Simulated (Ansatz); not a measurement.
# Single-point calculation of C₂₁₆ (part 2 of 3)

Continued. System: C₂₁₆ (Fd-3m, 216 atoms in the cell). Method: DFT, PBEsol, PAW, plane waves (Ansatz 0.2.0); cutoff 420 eV, 1×1×1 k-mesh, Fermi–Dirac smearing of 0.01 eV. The structure was built on a prototype by a generator.

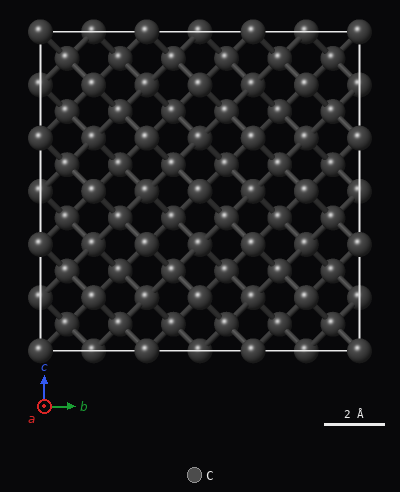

**Figure 1.** The input geometry (ball-and-stick view of the cell of the calculation, along the a axis).

**Output, continued**
```
  k-point 0: bands = ["-7.9872", "-7.4710", "-7.4710", "-7.4710", "-6.9579", "-6.9579", "-6.9579", "-6.4482", "-6.4462", "-6.4462", ... 438 levels left out ..., "19.1499", "19.1499", "19.2694", "19.2694", "19.2694", "19.4419", "19.4419", "19.4419", "19.4419", "19.4419", "19.4419", "19.4693", "19.4693", "19.4693", "19.4887", "19.4887", "19.5480", "19.5480", "19.5480", "19.5480", "19.5480", "19.5480", "19.7887", "19.8386", "19.8386", "19.8386", "19.8386", "19.8386", "19.8386",
      "20.1036", "20.1036", "20.1036", "20.2534", "20.2534", "20.2534", "20.2534", "20.2534", "20.2534", "20.3605", "20.3605", "20.3605", "20.5881", "20.5881", "20.5881", "20.5903", "20.5903", "20.5903", "20.5968", "20.5968", "20.5968", "20.5968", "20.5968", "20.5968", "20.7828", "20.7828", "20.7828", "20.9338", "20.9338", "20.9338", "20.9338", "20.9338", "20.9338", "20.9574", "20.9574", "20.9574", "21.2789", "21.2789", "21.2970", "21.2970",
      "21.2970", "21.3210", "21.3210", "21.3210", "21.4870", "21.4870", "21.4870", "21.4870", "21.4870", "21.4870", "21.5068", "21.5068", "21.5068", "21.5112", "21.5112", "21.5112", "21.5112", "21.5112", "21.5112", "21.5153", "21.5153", "21.5153", "21.6724", "21.6724", "21.6724", "21.6911", "21.8783", "21.8783", "21.8783", "21.9031", "21.9031", "22.0076", "22.0076", "22.0076", "22.0076", "22.0076", "22.0076", "22.0078", "22.0078", "22.0078",
      "22.0078", "22.0078", "22.0078", "22.0111", "22.0111", "22.0111", "22.0733", "22.0733", "22.0733", "22.0834", "22.0834", "22.0834", "22.0834", "22.0834", "22.0834", "22.1649", "22.1649", "22.1649", "22.3810", "22.4494", "22.4494", "22.4494", "22.4494", "22.4494", "22.4494", "22.5683", "22.5683", "22.5683", "22.5856", "22.5856", "22.5856", "22.5856", "22.5856", "22.5856", "22.6204", "22.6204", "22.6204", "22.6204", "22.6204", "22.6204",
      "22.7161", "22.7161", "22.7161", "22.7397", "22.7397", "22.7397", "22.7423", "22.7423", "22.7423", "22.8016", "22.8016", "22.8016", "22.8016", "22.8016", "22.8016", "22.8454", "22.8454", "22.8454", "23.1018", "23.1018", "23.1018", "23.3724", "23.3724", "23.3724", "23.3724", "23.3724", "23.3724", "23.6018", "23.6018", "23.6018", "23.6018", "23.6018", "23.6018", "23.6555", "23.6555", "23.6555", "23.6930", "23.6930", "23.6930", "23.7287",
      "23.7287", "23.7287", "23.8624", "23.8624", "23.8624", "23.8624", "23.8624", "23.8624", "23.9906", "23.9906", "23.9906"]
--- Löwdin populations: 216 sites ---
  site symbol       q [e]
     0      C      3.9872
     1      C      3.9872
     2      C      3.9872
     3      C      3.9872
     4      C      3.9872
     5      C      3.9872
     6      C      3.9872
     7      C      3.9872
     8      C      3.9872
     9      C      3.9872
    10      C      3.9872
    11      C      3.9872
    12      C      3.9872
    13      C      3.9872
    14      C      3.9872
    15      C      3.9872
    16      C      3.9872
    17      C      3.9872
    18      C      3.9872
    19      C      3.9872
    20      C      3.9872
    21      C      3.9872
    22      C      3.9872
    23      C      3.9872
    24      C      3.9872
    25      C      3.9872
    26      C      3.9872
    27      C      3.9872
    28      C      3.9872
    29      C      3.9872
    30      C      3.9872
    31      C      3.9872
    32      C      3.9872
    33      C      3.9872
    34      C      3.9872
    35      C      3.9872
    36      C      3.9872
    37      C      3.9871
    38      C      3.9872
    39      C      3.9872
    40      C      3.9872
    41      C      3.9872
    42      C      3.9872
    43      C      3.9872
    44      C      3.9872
    45      C      3.9872
    46      C      3.9872
    47      C      3.9872
    48      C      3.9872
    49      C      3.9872
    50      C      3.9872
    51      C      3.9872
    52      C      3.9872
    53      C      3.9872
    54      C      3.9872
    55      C      3.9872
    56      C      3.9872
    57      C      3.9872
    58      C      3.9872
    59      C      3.9872
    60      C      3.9872
    61      C      3.9872
    62      C      3.9872
    63      C      3.9872
    64      C      3.9872
    65      C      3.9872
    66      C      3.9872
    67      C      3.9871
    68      C      3.9872
    69      C      3.9872
    70      C      3.9872
    71      C      3.9872
    72      C      3.9872
    73      C      3.9872
    74      C      3.9872
    75      C      3.9871
    76      C      3.9872
    77      C      3.9872
    78      C      3.9872
    79      C      3.9872
    80      C      3.9872
    81      C      3.9872
    82      C      3.9872
    83      C      3.9872
    84      C      3.9872
    85      C      3.9871
    86      C      3.9872
    87      C      3.9872
    88      C      3.9872
    89      C      3.9872
    90      C      3.9872
    91      C      3.9872
    92      C      3.9871
    93      C      3.9871
    94      C      3.9872
    95      C      3.9872
    96      C      3.9872
    97      C      3.9871
    98      C      3.9872
    99      C      3.9872
   100      C      3.9872
   101      C      3.9872
   102      C      3.9872
   103      C      3.9872
   104      C      3.9872
   105      C      3.9872
   106      C      3.9872
   107      C      3.9872
   108      C      3.9872
   109      C      3.9872
   110      C      3.9872
   111      C      3.9872
   112      C      3.9872
   113      C      3.9872
   114      C      3.9872
   115      C      3.9872
   116      C      3.9872
   117      C      3.9872
   118      C      3.9872
   119      C      3.9872
   120      C      3.9871
   121      C      3.9872
   122      C      3.9872
   123      C      3.9872
   124      C      3.9872
   125      C      3.9872
   126      C      3.9872
   127      C      3.9872
   128      C      3.9872
   129      C      3.9872
   130      C      3.9872
   131      C      3.9872
   132      C      3.9872
   133      C      3.9871
   134      C      3.9872
   135      C      3.9872
   136      C      3.9872
   137      C      3.9872
   138      C      3.9872
   139      C      3.9872
   140      C      3.9872
   141      C      3.9872
   142      C      3.9872
   143      C      3.9872
   144      C      3.9872
   145      C      3.9872
   146      C      3.9872
   147      C      3.9872
   148      C      3.9872
   149      C      3.9872
   150      C      3.9872
   151      C      3.9872
   152      C      3.9872
   153      C      3.9872
   154      C      3.9872
   155      C      3.9872
   156      C      3.9872
   157      C      3.9871
   158      C      3.9872
   159      C      3.9872
   160      C      3.9872
   161      C      3.9872
   162      C      3.9872
   163      C      3.9872
   164      C      3.9872
   165      C      3.9872
   166      C      3.9872
   167      C      3.9872
   168      C      3.9872
   169      C      3.9872
   170      C      3.9872
   171      C      3.9872
   172      C      3.9872
   173      C      3.9871
   174      C      3.9872
   175      C      3.9872
   176      C      3.9872
   177      C      3.9872
   178      C      3.9872
   179      C      3.9872
   180      C      3.9872
   181      C      3.9872
   182      C      3.9872
   183      C      3.9872
   184      C      3.9872
   185      C      3.9872
   186      C      3.9872
   187      C      3.9872
   188      C      3.9872
   189      C      3.9872
   190      C      3.9871
   191      C      3.9872
   192      C      3.9872
   193      C      3.9871
   194      C      3.9871
   195      C      3.9872
   196      C      3.9872
   197      C      3.9872
   198      C      3.9872
   199      C      3.9872
   200      C      3.9872
   201      C      3.9872
   202      C      3.9872
   203      C      3.9872
   204      C      3.9872
   205      C      3.9872
   206      C      3.9872
   207      C      3.9872
   208      C      3.9872
   209      C      3.9872
   210      C      3.9872
   211      C      3.9872
   212      C      3.9872
   213      C      3.9872
   214      C      3.9872
   215      C      3.9872
  spilling = 0.003211 (of n_electrons = 864.000000)
```

This output came from the following input.
